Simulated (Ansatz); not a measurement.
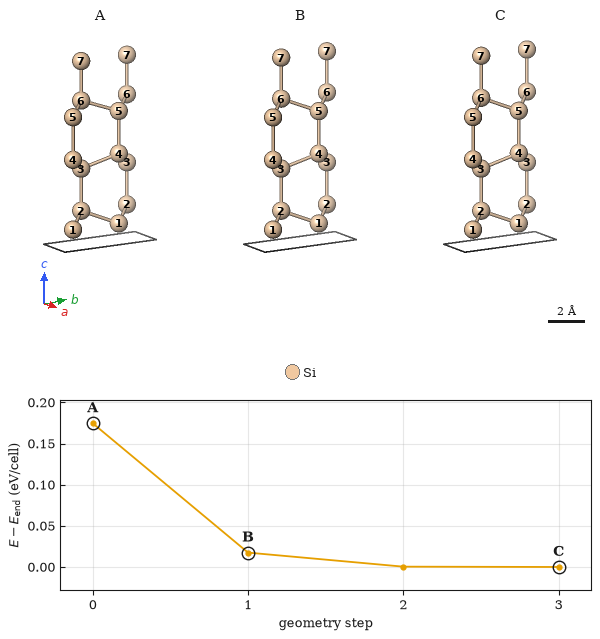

Frames of a constrained relaxation of a slab of composition Si (cut from the P6_3/mmc phase), marked on the history of the run. A ball-and-stick model of the 1 × 2 repeat of the cell, outlined in the plane, without the vacuum, seen slightly off an axis.

Case: Si put at a top Si site. The slab is the (0 0 1) face of Si with Si on it. 3 atoms are held fixed.

Method: Ansatz, DFT PBEsol, scalar-relativistic, plane waves, PAW. Set-up: plane-wave cutoff 420 eV; k-point mesh 9 × 9 × 1; occupations gaussian; smearing width 0.05 eV; collinear spin; dipole correction; atoms relaxed in a fixed cell; force threshold 0.03 eV/Å; at most 70 steps.

> Describe the path.

Over 3 geometry steps the energy falls by 0.175 eV per cell of the calculation. The largest force component goes from 1.6 to 0.0071 eV/Å. Si7 moves most: 0.29 Å along the normal (+c). The cell stays as it was. Some distances before and after: Si6–Si7 2.220 → 2.364 Å, Si5–Si6 2.308 → 2.352 Å, Si4–Si5 2.393 → 2.379 Å, Si3–Si4 2.336 → 2.345 Å. Bond angles that change, for instance: Si4–Si5–Si6 106.9° → 110.2°, Si6–Si5–Si6 111.9° → 108.8°. The run took of the order of 80 core-seconds on a shared host. From step 0 to 1: Si7 moves most (0.19 Å), energy −0.157 eV per cell of the calculation. From step 1 to 3: Si7 moves most (0.10 Å), energy −17.5 meV per cell of the calculation.

| step | E − E(0), meV/atom | largest force component, eV/Å |
| --- | --- | --- |
| 0 | 0.00 | 1.6323 |
| 1 | -22.45 | 0.4815 |
| 2 | -24.89 | 0.0921 |
| 3 | -24.95 | 0.0071 |

Limits of the set-up: the periodic images lie only 3.8 Å apart, so the values are limited by the cell's size.
